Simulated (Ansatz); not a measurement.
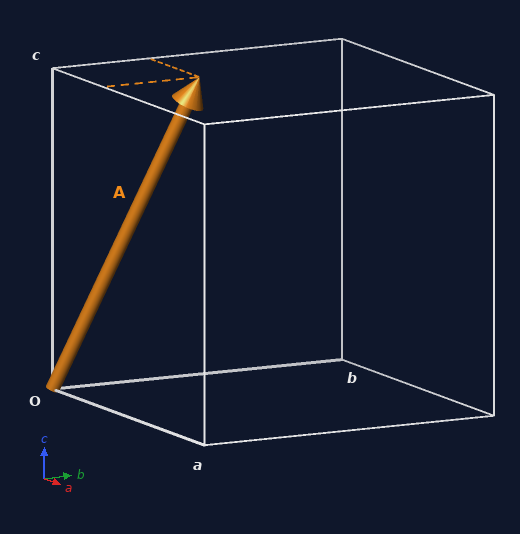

Crystal: InP, the geometry relaxed with DFT PBE, scalar-relativistic, plane waves, PAW in Ansatz. The arrow starts at a corner of the unit cell and ends on its surface; where a tip isn't a corner, dashed lines run from it parallel to the axes. Symmetry computed with spglib at a tolerance of 0.002 Å; standard conventional cell.

a = 5.960 Å, b = 5.960 Å, c = 5.960 Å, α = 90.00°, β = 90.00°, γ = 90.00°.

Give [uvw] of the arrow.

Arrow A runs from (0, 0, 0) to (1/3, 1/3, 1), so [1 1 3].

How long is the vector ua + vb + wc?

19.766 Å.

In F-43m, No. 216, how many directions are equivalent to A (Laue class m-3m, both senses counted)?

24.
